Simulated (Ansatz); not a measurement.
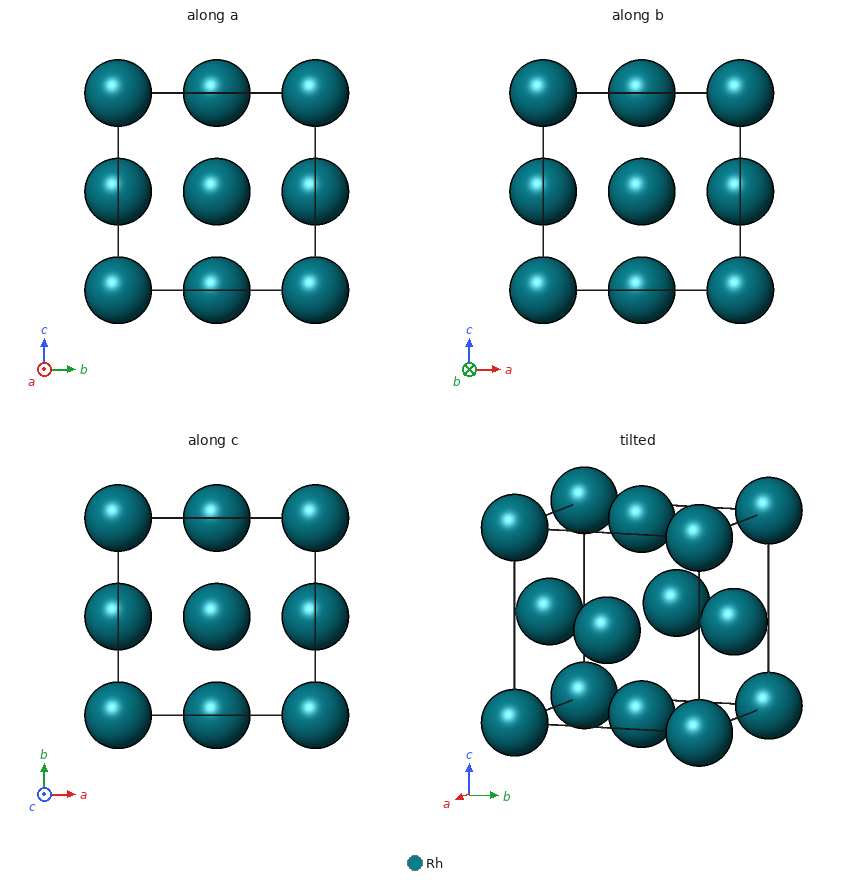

Crystal structure, spheres-only style, seen along the a axis, along the b axis, along the c axis and slightly off an axis. Lines trace the edges of the conventional unit cell.

Lattice parameters: a = 3.830 Å, b = 3.830 Å, c = 3.830 Å, α = 90.00°, β = 90.00°, γ = 90.00°.

Q: Transcribe the picture into a table of Wyckoff sites.

A: Space group Fm-3m (No. 225).
| atom | site | x | y | z |
| --- | --- | --- | --- | --- |
| Rh | 4a | 0.0000 | 0.0000 | 0.0000 |

The structure was taken from a random cell made by a generator, so it need not be a real form of the element. The final geometry of a relaxation with Ansatz, DFT PBE, scalar-relativistic, plane waves, PAW is shown.
